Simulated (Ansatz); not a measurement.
Ti (Pm-3n, No. 223): coordinates from a relaxation with DFT, BLYP, plane waves (420 eV) with PAW, scalar-relativistic (Ansatz 0.2.0); the starting structure was generated, so it need not be a known form of this composition.

```cif
data_structure
_symmetry_space_group_name_H-M 'Pm-3n'
_symmetry_Int_Tables_number 223
_cell_length_a 5.2344
_cell_length_b 5.2344
_cell_length_c 5.2344
_cell_angle_alpha 90.000
_cell_angle_beta 90.000
_cell_angle_gamma 90.000
_cell_volume 143.41
loop_
_atom_site_label
_atom_site_type_symbol
_atom_site_symmetry_multiplicity
_atom_site_Wyckoff_symbol
_atom_site_fract_x
_atom_site_fract_y
_atom_site_fract_z
_atom_site_occupancy
Ti1 Ti 2 a 0.00000 0.00000 0.00000 1
Ti2 Ti 6 c 0.25000 0.00000 0.50000 1
```

Q: What will an iDPC-like image along [001] show? Simulated as the projected potential of neutral atoms (B = 0.3 Å²) blurred by a 0.56 Å probe, the thin-sample limit of integrated differential phase contrast. The display is stretched by a gamma of 0.8; percentages refer to the linear signal. A slight drift was added.

A: The columns repeat on a square net with a repeat of 5.23 Å (plane group p4mm). The brightest columns hold 2 Ti per repeat; in falling brightness follow 1 Ti (about 50 %). Brightness is counted from the darkest point of the image. The shortest distance between visible columns is 1.31 Å in projection (between Ti columns). Along the beam the structure repeats every 5.23 Å.

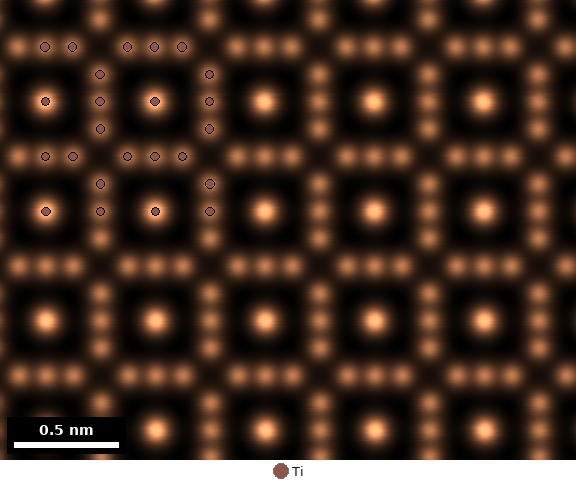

The simulated image, with the columns of the model marked in one corner.
